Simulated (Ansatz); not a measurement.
## Field-gradient calculation, with input and output: TiO2 (part 2 of 2)

The same run, continued: TiO2 (Pbca, 24 atoms in the cell); DFT, PBE, plane waves, PAW, no spin polarisation (Ansatz 0.2.0); cutoff 420 eV, 5×3×4 k-mesh, Fermi–Dirac smearing of 0.02 eV. The structure derives from an entry of the Crystallography Open Database.

Geometry of the input (Å; fractional positions):
```
5.1450  0.0000  0.0000
0.0000  9.1850  0.0000
0.0000  0.0000  5.4470
Ti 0.1270  0.1270  0.8870
Ti 0.6270  0.3730  0.1130
Ti 0.8730  0.6270  0.6130
Ti 0.3730  0.8730  0.3870
Ti 0.8730  0.8730  0.1130
Ti 0.3730  0.6270  0.8870
Ti 0.1270  0.3730  0.3870
Ti 0.6270  0.1270  0.6130
O  0.4650  0.2300  0.8950
O  0.9650  0.2700  0.1050
O  0.5350  0.7300  0.6050
O  0.0350  0.7700  0.3950
O  0.5350  0.7700  0.1050
O  0.0350  0.7300  0.8950
O  0.4650  0.2700  0.3950
O  0.9650  0.2300  0.6050
O  0.8200  0.0100  0.8450
O  0.3200  0.4900  0.1550
O  0.1800  0.5100  0.6550
O  0.6800  0.9900  0.3450
O  0.1800  0.9900  0.1550
O  0.6800  0.5100  0.8450
O  0.8200  0.4900  0.3450
O  0.3200  0.0100  0.6550
```

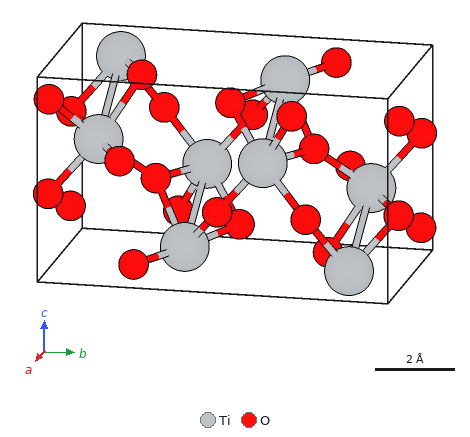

Figure 1. The structure as given in the input (ball-and-stick view of the cell of the calculation, seen slightly off an axis).

## What the program printed, continued
```
--- PAW observables at the nuclei: V_zz in 10²¹ V/m², potentials from the cell's mean, atoms counted from 1 ---
  atom   1  Ti V_zz =    +1.376191   η = 0.1891   by run symmetry: allowed   C_q = +8.2192 MHz
            electrostatic potential = -2526.642910 V   contact ρ = 56792.096298 e/Å³
  atom   2  Ti V_zz =    +1.376191   η = 0.1891   by run symmetry: allowed   C_q = +8.2192 MHz
            electrostatic potential = -2526.642910 V   contact ρ = 56792.096298 e/Å³
  atom   3  Ti V_zz =    +1.376191   η = 0.1891   by run symmetry: allowed   C_q = +8.2192 MHz
            electrostatic potential = -2526.642910 V   contact ρ = 56792.096298 e/Å³
  atom   4  Ti V_zz =    +1.376191   η = 0.1891   by run symmetry: allowed   C_q = +8.2192 MHz
            electrostatic potential = -2526.642910 V   contact ρ = 56792.096298 e/Å³
  atom   5  Ti V_zz =    +1.376191   η = 0.1891   by run symmetry: allowed   C_q = +8.2192 MHz
            electrostatic potential = -2526.642910 V   contact ρ = 56792.096298 e/Å³
  atom   6  Ti V_zz =    +1.376191   η = 0.1891   by run symmetry: allowed   C_q = +8.2192 MHz
            electrostatic potential = -2526.642910 V   contact ρ = 56792.096298 e/Å³
  atom   7  Ti V_zz =    +1.376191   η = 0.1891   by run symmetry: allowed   C_q = +8.2192 MHz
            electrostatic potential = -2526.642910 V   contact ρ = 56792.096298 e/Å³
  atom   8  Ti V_zz =    +1.376191   η = 0.1891   by run symmetry: allowed   C_q = +8.2192 MHz
            electrostatic potential = -2526.642910 V   contact ρ = 56792.096298 e/Å³
  atom   9  O  V_zz =    +2.400462   η = 0.7337   by run symmetry: allowed   C_q = -1.4847 MHz
            electrostatic potential = -624.296193 V   contact ρ = 2157.408056 e/Å³
  atom  10  O  V_zz =    +2.400462   η = 0.7337   by run symmetry: allowed   C_q = -1.4847 MHz
            electrostatic potential = -624.296193 V   contact ρ = 2157.408056 e/Å³
  atom  11  O  V_zz =    +2.400462   η = 0.7337   by run symmetry: allowed   C_q = -1.4847 MHz
            electrostatic potential = -624.296193 V   contact ρ = 2157.408056 e/Å³
  atom  12  O  V_zz =    +2.400462   η = 0.7337   by run symmetry: allowed   C_q = -1.4847 MHz
            electrostatic potential = -624.296193 V   contact ρ = 2157.408056 e/Å³
  atom  13  O  V_zz =    +2.400462   η = 0.7337   by run symmetry: allowed   C_q = -1.4847 MHz
            electrostatic potential = -624.296193 V   contact ρ = 2157.408056 e/Å³
  atom  14  O  V_zz =    +2.400462   η = 0.7337   by run symmetry: allowed   C_q = -1.4847 MHz
            electrostatic potential = -624.296193 V   contact ρ = 2157.408056 e/Å³
  atom  15  O  V_zz =    +2.400462   η = 0.7337   by run symmetry: allowed   C_q = -1.4847 MHz
            electrostatic potential = -624.296193 V   contact ρ = 2157.408056 e/Å³
  atom  16  O  V_zz =    +2.400462   η = 0.7337   by run symmetry: allowed   C_q = -1.4847 MHz
            electrostatic potential = -624.296193 V   contact ρ = 2157.408056 e/Å³
  atom  17  O  V_zz =    +2.109024   η = 0.4700   by run symmetry: allowed   C_q = -1.3045 MHz
            electrostatic potential = -624.139181 V   contact ρ = 2157.579081 e/Å³
  atom  18  O  V_zz =    +2.109024   η = 0.4700   by run symmetry: allowed   C_q = -1.3045 MHz
            electrostatic potential = -624.139181 V   contact ρ = 2157.579081 e/Å³
  atom  19  O  V_zz =    +2.109024   η = 0.4700   by run symmetry: allowed   C_q = -1.3045 MHz
            electrostatic potential = -624.139181 V   contact ρ = 2157.579081 e/Å³
  atom  20  O  V_zz =    +2.109024   η = 0.4700   by run symmetry: allowed   C_q = -1.3045 MHz
            electrostatic potential = -624.139181 V   contact ρ = 2157.579081 e/Å³
  atom  21  O  V_zz =    +2.109024   η = 0.4700   by run symmetry: allowed   C_q = -1.3045 MHz
            electrostatic potential = -624.139181 V   contact ρ = 2157.579081 e/Å³
  atom  22  O  V_zz =    +2.109024   η = 0.4700   by run symmetry: allowed   C_q = -1.3045 MHz
            electrostatic potential = -624.139181 V   contact ρ = 2157.579081 e/Å³
  atom  23  O  V_zz =    +2.109024   η = 0.4700   by run symmetry: allowed   C_q = -1.3045 MHz
            electrostatic potential = -624.139181 V   contact ρ = 2157.579081 e/Å³
  atom  24  O  V_zz =    +2.109024   η = 0.4700   by run symmetry: allowed   C_q = -1.3045 MHz
            electrostatic potential = -624.139181 V   contact ρ = 2157.579081 e/Å³
--- Band table (eV; the first three rows and the last of 18) ---
  k-point 0: bands = ["-48.1943", "-48.1862", "-48.1703", "-48.1623", "-48.1505", "-48.1493", "-48.1304", "-48.1291", "-24.6933", "-24.6675", "-24.6559", "-24.6103", "-24.6057", "-24.5788", "-24.5184", "-24.4843", "-24.4645", "-24.4503", "-24.4457", "-24.4231", "-24.4220", "-24.3980", "-24.3889", "-24.3505", "-24.3427", "-24.3425", "-24.3129", "-24.3112", "-24.3039", "-24.2943", "-24.2921", "-24.2878", "-9.5450", "-8.9077", "-8.7650", "-8.5428", "-8.3203", "-8.3047", "-8.2991", "-8.2862", "-8.0685", "-8.0350", "-7.9846", "-7.9609", "-7.8972", "-7.8276", "-7.7566", "-7.7140", "3.3855", "3.3965", "3.7467", "3.7633", "3.9209", "3.9301", "3.9586", "4.0210", "4.1697", "4.1722", "4.2883", "4.2951", "4.3404", "4.4697", "4.4863", "4.7637", "4.8108", "4.9994", "5.0981", "5.1084", "5.1254", "5.1412", "5.4704", "5.5855", "5.7463", "5.8743", "5.9416", "6.0099", "6.0963", "6.1101", "6.4355", "6.4591", "6.5063", "6.5946", "6.9105", "6.9256", "7.0907", "7.2095", "7.5161", "7.6428", "7.7133", "7.7746", "7.7800", "7.8345", "7.8639", "7.9300", "8.0040", "8.2484", "10.3983", "11.0722", "11.1273", "11.1377", "11.1492", "11.1677", "11.2054", "11.2875", "11.4473", "11.6766", "11.6819", "11.7289", "11.7638", "11.8152", "11.8319", "11.9213", "11.9245", "12.0457", "12.0874", "12.1065", "12.3667", "12.4037", "12.7226", "12.9383"]
  k-point 1: bands = ["-48.1910", "-48.1847", "-48.1742", "-48.1704", "-48.1458", "-48.1431", "-48.1318", "-48.1314", "-24.6894", "-24.6669", "-24.6575", "-24.6434", "-24.5809", "-24.5525", "-24.5154", "-24.5028", "-24.4640", "-24.4597", "-24.4439", "-24.4359", "-24.4128", "-24.3970", "-24.3884", "-24.3632", "-24.3385", "-24.3343", "-24.3216", "-24.3161", "-24.2968", "-24.2903", "-24.2899", "-24.2848", "-9.3928", "-8.9233", "-8.8375", "-8.5450", "-8.4559", "-8.3275", "-8.3264", "-8.2360", "-8.0793", "-7.9991", "-7.9493", "-7.9055", "-7.8857", "-7.8243", "-7.8044", "-7.7494", "3.4819", "3.5373", "3.6201", "3.6783", "3.8055", "3.8289", "3.9416", "4.2185", "4.2253", "4.3679", "4.3719", "4.4045", "4.4063", "4.6041", "4.6404", "4.6978", "4.7042", "4.8446", "5.1564", "5.1771", "5.1849", "5.3482", "5.4284", "5.4940", "5.6261", "5.7783", "5.9137", "5.9944", "6.1242", "6.4235", "6.4617", "6.5838", "6.6604", "6.7652", "6.9114", "7.0024", "7.1021", "7.1448", "7.2111", "7.2864", "7.3239", "7.4889", "7.5597", "7.7077", "7.7720", "7.7721", "7.8728", "8.0849", "10.9256", "11.0083", "11.1246", "11.1471", "11.1967", "11.2672", "11.2786", "11.3220", "11.3520", "11.5467", "11.5591", "11.5954", "11.7254", "11.8727", "11.8935", "12.0676", "12.1067", "12.1807", "12.1890", "12.2645", "12.2951", "12.4460", "12.4647", "12.8265"]
  k-point 2: bands = ["-48.1821", "-48.1821", "-48.1804", "-48.1804", "-48.1377", "-48.1377", "-48.1360", "-48.1360", "-24.6745", "-24.6745", "-24.6621", "-24.6621", "-24.5380", "-24.5380", "-24.5243", "-24.5243", "-24.4650", "-24.4650", "-24.4493", "-24.4493", "-24.3975", "-24.3975", "-24.3829", "-24.3829", "-24.3281", "-24.3281", "-24.3273", "-24.3273", "-24.2905", "-24.2905", "-24.2839", "-24.2839", "-8.9983", "-8.9983", "-8.9169", "-8.9169", "-8.3640", "-8.3640", "-8.2762", "-8.2762", "-7.9724", "-7.9724", "-7.9504", "-7.9504", "-7.8411", "-7.8411", "-7.8143", "-7.8143", "3.5636", "3.5636", "3.6499", "3.6499", "3.9327", "3.9327", "3.9335", "3.9335", "4.2896", "4.2896", "4.3842", "4.3842", "4.5398", "4.5398", "4.6814", "4.6814", "4.9938", "4.9938", "5.0330", "5.0330", "5.6659", "5.6659", "5.6958", "5.6958", "5.7312", "5.7312", "6.0674", "6.0674", "6.0904", "6.0904", "6.2013", "6.2013", "6.5231", "6.5231", "6.8324", "6.8324", "7.2176", "7.2176", "7.2243", "7.2243", "7.3875", "7.3875", "7.5436", "7.5436", "7.6206", "7.6206", "7.6836", "7.6836", "11.0280", "11.0280", "11.0535", "11.0535", "11.2990", "11.2990", "11.3329", "11.3329", "11.6022", "11.6022", "11.6609", "11.6609", "11.7526", "11.7526", "11.9872", "11.9872", "12.1090", "12.1090", "12.2930", "12.2930", "12.4328", "12.4328", "12.5646", "12.5646"]
  k-point 17: bands = ["-48.1718", "-48.1718", "-48.1713", "-48.1713", "-48.1468", "-48.1468", "-48.1463", "-48.1463", "-24.6445", "-24.6445", "-24.6324", "-24.6324", "-24.5816", "-24.5816", "-24.5636", "-24.5636", "-24.4538", "-24.4538", "-24.4507", "-24.4507", "-24.3706", "-24.3706", "-24.3616", "-24.3616", "-24.3381", "-24.3381", "-24.3312", "-24.3312", "-24.2992", "-24.2992", "-24.2987", "-24.2987", "-8.8019", "-8.8019", "-8.7613", "-8.7613", "-8.3645", "-8.3645", "-8.3358", "-8.3358", "-8.0899", "-8.0899", "-8.0549", "-8.0549", "-7.8859", "-7.8859", "-7.8707", "-7.8707", "3.5482", "3.5482", "3.6427", "3.6427", "3.8073", "3.8073", "3.9387", "3.9387", "4.3807", "4.3807", "4.4560", "4.4560", "4.5576", "4.5576", "4.6818", "4.6818", "5.1197", "5.1197", "5.2333", "5.2333", "5.4826", "5.4826", "5.5961", "5.5961", "5.8597", "5.8597", "6.0116", "6.0116", "6.2400", "6.2400", "6.4091", "6.4091", "6.6183", "6.6183", "6.7293", "6.7293", "6.9578", "6.9578", "7.0336", "7.0336", "7.2750", "7.2750", "7.3441", "7.3441", "7.6623", "7.6623", "7.7521", "7.7521", "11.0780", "11.0780", "11.2045", "11.2045", "11.3013", "11.3013", "11.3997", "11.3997", "11.5081", "11.5081", "11.5573", "11.5573", "11.8950", "11.8950", "11.9261", "11.9261", "12.2276", "12.2276", "12.3223", "12.3223", "12.3605", "12.3605", "12.4236", "12.4236"]
--- Löwdin populations: 24 sites ---
  site symbol       q [e]
     0     Ti     10.6484
     1     Ti     10.6484
     2     Ti     10.6484
     3     Ti     10.6484
     4     Ti     10.6484
     5     Ti     10.6484
     6     Ti     10.6484
     7     Ti     10.6484
     8      O      6.6647
     9      O      6.6647
    10      O      6.6647
    11      O      6.6647
    12      O      6.6647
    13      O      6.6647
    14      O      6.6647
    15      O      6.6647
    16      O      6.6078
    17      O      6.6078
    18      O      6.6078
    19      O      6.6078
    20      O      6.6078
    21      O      6.6078
    22      O      6.6078
    23      O      6.6078
  spilling = 0.003296 (of n_electrons = 192.000000)
```

## File populations.tsv
```
# site	symbol	l	j	q
# orbitals = lowdin
# n_electrons = 192.000000
# spilling = 0.003296
0	Ti	0_3S	-	1.926906
0	Ti	0_4S	-	0.440715
0	Ti	1_3P	-	5.987247
0	Ti	2_3D	-	2.293541
1	Ti	0_3S	-	1.926906
1	Ti	0_4S	-	0.440715
1	Ti	1_3P	-	5.987247
1	Ti	2_3D	-	2.293541
2	Ti	0_3S	-	1.926906
2	Ti	0_4S	-	0.440715
2	Ti	1_3P	-	5.987247
2	Ti	2_3D	-	2.293541
3	Ti	0_3S	-	1.926906
3	Ti	0_4S	-	0.440715
3	Ti	1_3P	-	5.987247
3	Ti	2_3D	-	2.293541
4	Ti	0_3S	-	1.926906
4	Ti	0_4S	-	0.440715
4	Ti	1_3P	-	5.987247
4	Ti	2_3D	-	2.293541
5	Ti	0_3S	-	1.926906
5	Ti	0_4S	-	0.440715
5	Ti	1_3P	-	5.987247
5	Ti	2_3D	-	2.293541
6	Ti	0_3S	-	1.926906
6	Ti	0_4S	-	0.440715
6	Ti	1_3P	-	5.987247
6	Ti	2_3D	-	2.293541
7	Ti	0_3S	-	1.926906
7	Ti	0_4S	-	0.440715
7	Ti	1_3P	-	5.987247
7	Ti	2_3D	-	2.293541
8	O	0_2S	-	1.760340
8	O	1_2P	-	4.904327
9	O	0_2S	-	1.760340
9	O	1_2P	-	4.904327
10	O	0_2S	-	1.760340
10	O	1_2P	-	4.904327
11	O	0_2S	-	1.760340
11	O	1_2P	-	4.904327
12	O	0_2S	-	1.760340
12	O	1_2P	-	4.904327
13	O	0_2S	-	1.760340
13	O	1_2P	-	4.904327
14	O	0_2S	-	1.760340
14	O	1_2P	-	4.904327
15	O	0_2S	-	1.760340
15	O	1_2P	-	4.904327
16	O	0_2S	-	1.750363
16	O	1_2P	-	4.857458
17	O	0_2S	-	1.750363
17	O	1_2P	-	4.857458
18	O	0_2S	-	1.750363
18	O	1_2P	-	4.857458
19	O	0_2S	-	1.750363
19	O	1_2P	-	4.857458
20	O	0_2S	-	1.750363
20	O	1_2P	-	4.857458
21	O	0_2S	-	1.750363
21	O	1_2P	-	4.857458
22	O	0_2S	-	1.750363
22	O	1_2P	-	4.857458
23	O	0_2S	-	1.750363
23	O	1_2P	-	4.857458
```

## Key numbers

| quantity | value |
| --- | --- |
| outcome | converged |
| space group (tolerance 0.01 Å) | Pbca (61) |
| electrons treated | 192 |
| free energy | −29109.2181 eV |
| Fermi energy | 9.322 eV |
| gap on the k-point mesh | 2.15 eV |
| pressure | 5.39 GPa |
| field gradient V_zz (10²¹ V/m²) | Ti 1.38, Ti 1.38, Ti 1.38, Ti 1.38, Ti 1.38, Ti 1.38, Ti 1.38, Ti 1.38 (the first 8 of 24 sites) |
| largest force (length of the vector) | 0.824 eV/Å |
| hardware | 1 thread of AMD EPYC (Zen 5), 192 GiB of memory available, shared host |
| wall time | 24 s |
| peak memory | 0.91 GiB |

## Notes

Settings chosen away from the usual ones: basis.ecutrho_ratio = 6. The cell is under a pressure of 5.4 GPa at this level, so it is not at its equilibrium volume.
